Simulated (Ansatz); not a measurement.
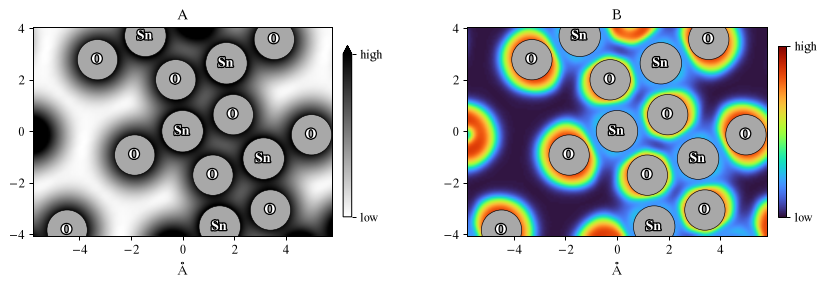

SnO$_{2}$: 2 fields on the (010) plane of the conventional cell, with unlabelled colour scales. Grey discs cover the atomic cores.

Space group C2/m; a structure from a database of computed crystals, not necessarily the ambient phase; not relaxed (largest force 0.7 eV/Å).

These are results of DFT LDA, scalar-relativistic, plane waves, PAW (Ansatz), not measurements.

Question: Match the panels to the quantities (electron localisation function and valence pseudo-density).

Answer: Panel A: valence pseudo-density. Panel B: electron localisation function. From the grid: Sn–O (2.01 Å): the density is about 0.74 e/Å³ at the midpoint; the ELF peaks at about 0.80 in the valence shell of O, 0.6 Å from its nucleus, and is about 0.25 at the midpoint; no shared electron pair shows on this line. Sn–O (2.07 Å): the density is about 0.67 e/Å³ at the midpoint; the ELF peaks at about 0.80 in the valence shell of O, 0.6 Å from its nucleus, and is about 0.25 at the midpoint; no localised pair shows between them.
